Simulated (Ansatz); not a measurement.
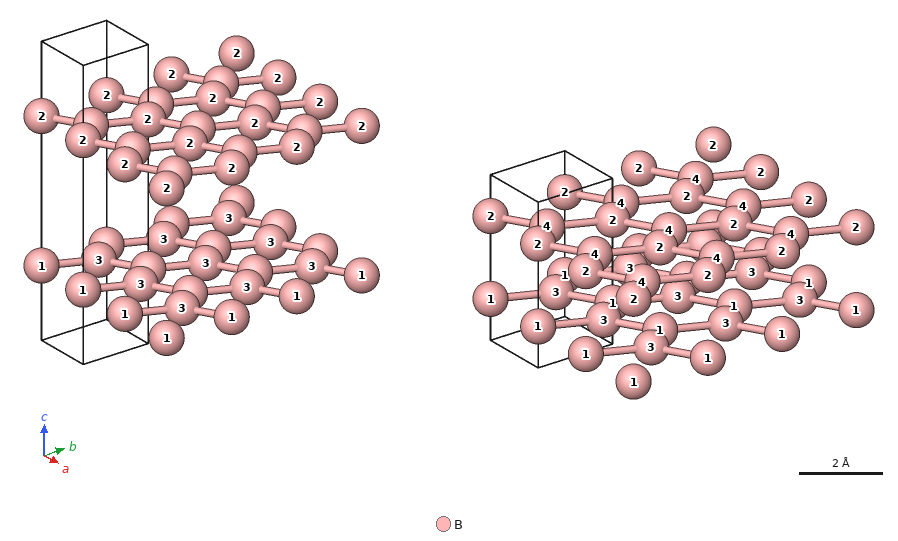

Two geometries of a crystal of B (a generated structure, set up in P6_3/mmc) (coarse preliminary run), drawn at one scale. One is the start of a relaxation, the other its converged end. Style: ball-and-stick. Shown: the cell of the calculation, repeated 3 × 3 × 1 with one cell outlined, slightly off an axis.

Theory: Ansatz, DFT r2SCAN, scalar-relativistic, plane waves, PAW. (plane-wave cutoff 500 eV; k-point mesh 12 × 12 × 4; occupations gaussian; smearing width 0.1 eV; no spin polarisation; cell and atoms relaxed; force threshold 0.05 eV/Å; at most 60 steps)

**Which one is relaxed?**

The right one is the relaxed one. Case: C → B on all its sites, cell and atoms relaxed. After 11 accepted moves (12 points after the start) the energy has fallen by 920 meV per atom. All forces vanish by symmetry, so only the cell relaxes. The pressure goes from 50.33 to 0.39 GPa. The SCF was repeated once at an unchanged geometry on a basis and grid sized afresh for the cell, which shifted the energy by 1.4 meV per atom at most. The atoms keep their places relative to the cell (all moves are under 0.005 Å). The volume changes by −27.6 %, with a = b 2.610 → 2.983 Å (+14.3 %), c 7.479 → 4.144 Å (−44.6 %). Near-neighbour distances that change, for instance: B1–B2 3.739 → 2.072 Å, B1–B3 1.507 → 1.722 Å. The space group stays P6_3/mmc (No. 194). The run took 95 s on 1 thread of Arm Neoverse N1 (shared host), peak memory 0.42 GiB.
